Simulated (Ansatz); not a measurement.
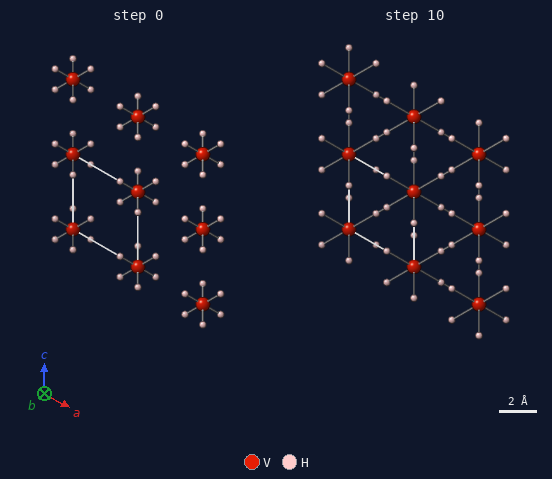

The structure of crystalline VH6 (a generated structure, set up in Im-3m) (coarse preliminary run) before (left) and after (right) a relaxation, at one scale.

The picture is a ball-and-stick view of the cell of the calculation, repeated 2 × 1 × 2 with one cell outlined, seen along the b axis.

All numbers below come from Ansatz, DFT PBE, scalar-relativistic, plane waves, PAW. Settings: plane-wave cutoff 420 eV; k-point mesh 6 × 6 × 6; occupations gaussian; smearing width 0.1 eV; collinear spin; cell and atoms relaxed; force threshold 0.04 eV/Å; at most 70 steps.

Describe what moved and what it gained.

Answer. The energy falls by 1508 meV per atom in 8 accepted moves (10 points after the start). The largest force component goes from 7.4 to 0.019 eV/Å. The pressure goes from 45.27 to 0.01 GPa. The line search rejected the trial step at point 5 of the run. At 1 point the geometry stayed and the basis and grid were re-selected for the new cell (energy shift of less than 0.05 meV per atom at most each time). The largest moves relative to the cell, 0.71 Å, are those of H atoms. V stays in place. Cell: a = b = c 4.308 → 4.313 Å (+0.1 %). Volume +0.3 %. Among the contacts that change: H–H 2.245 → 0.821 Å, H–V 1.365 → 2.080 Å. The space group stays Im-3m (No. 229). The run may lie on a higher electronic state than the lowest, so the end point isn't shown to be the ground-state structure. Cost: 36 s on 1 thread of Intel(R) Xeon(R) Processor @ 2.70GHz, with other jobs on the host, peak memory 0.4 GiB.
